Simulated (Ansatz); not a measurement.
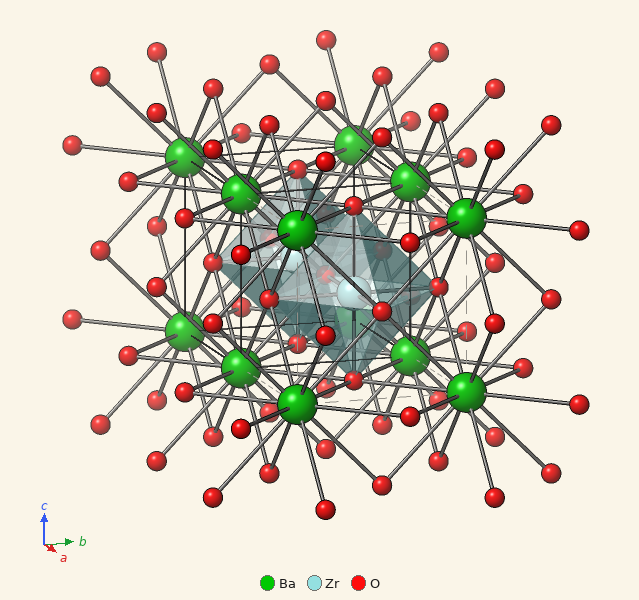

Polyhedral representation of a periodic structure, projected slightly off an axis. The solid box is one simulation cell, and 2×1×1 cells are shown. Some neighbours outside the box are added.

Input used:
```yaml
crystal:
  lattice:
    - [4.4170183569, 0.0, 0.0]
    - [0.0, 4.4170183569, 0.0]
    - [0.0, 0.0, 4.4170183569]
  atoms:
    - { symbol: Ba, position: [0.0, 0.0, 0.0] }
    - { symbol: Zr, position: [0.5, 0.5, 0.5] }
    - { symbol: O, position: [0.5, 0.0, 0.5] }
    - { symbol: O, position: [0.5, 0.5, 0.0] }
    - { symbol: O, position: [0.0, 0.5, 0.5] }
basis:
  ecutwfc: 420
kpoints:
  mp_grid: { grid: [6, 6, 6] }
hamiltonian:
  xc: pbe
scf:
  occupations: { method: gaussian, width: 0.02 }
output:
  forces: true
  stress: true
  eigenvalues: true
```
Run as:
```sh
ansatz run input.yaml --threads 1 --pin off --max-ram 2560MiB --backend cpu --events-out ev --progress --plain --runs-dir out
```

Theory: DFT PBE, scalar-relativistic, plane waves, PAW in Ansatz 0.2.0. Numerical settings: wavefunction cutoff 420 eV, 6×6×6 k-mesh, Gaussian smearing of 0.02 eV, no spin polarisation.

> Is the electronic structure metallic or gapped?

A semiconductor at this level, with a gap of 2.84 eV on the k-mesh (the true edges may lie between mesh points, so the gap can be somewhat smaller).

> How far is the cell from zero pressure?

The computed pressure is -14.7 GPa (stretched: it would shrink).

It derives from a structure listed in the Materials Project. The cell was then strained or its atoms displaced on purpose. It was run through Ansatz as a DFT input.

At this level of theory the cell isn't at rest (stretched, at -15 GPa), so its distances can differ from those at equilibrium, the more so the softer the solid.
